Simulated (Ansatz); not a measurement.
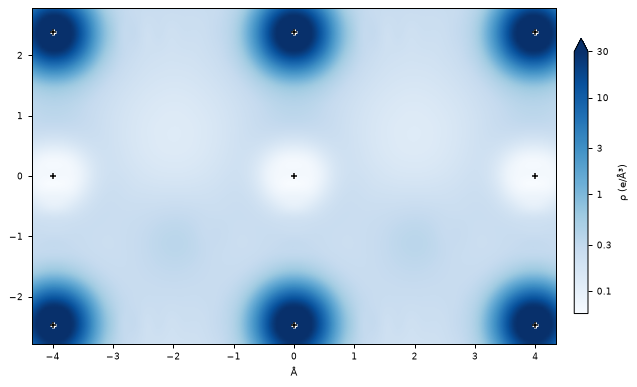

The valence charge density (pseudo) on a plane through atoms (crosses mark nuclei in the plane).

Computed with DFT LDA, scalar-relativistic, plane waves, PAW in Ansatz.

Candidates:
A. BN, a = 2.50 Å, b = 2.50 Å, c = 6.66 Å, α = 90.00°, β = 90.00°, γ = 120.00°. Space group P6₃/mmc; computed pressure about −5 GPa in this cell.
B. Al$_{3}$Cu$_{2}$, a = 4.00 Å, b = 4.00 Å, c = 4.86 Å, α = 90.00°, β = 90.00°, γ = 120.00°. Space group P-3m1; a structure from a database of computed crystals, not necessarily the ambient phase; computed pressure about 6 GPa in this cell; computed without spin polarisation.

**Which candidate gave the map?**

Candidate B: Al$_{3}$Cu$_{2}$ on the (100) plane of the conventional cell, which holds Al and Cu. Al–Cu (2.39 Å): ρ at the midpoint is about 0.37 e/Å³. Al–Cu (2.48 Å): ρ at the midpoint is about 0.29 e/Å³.
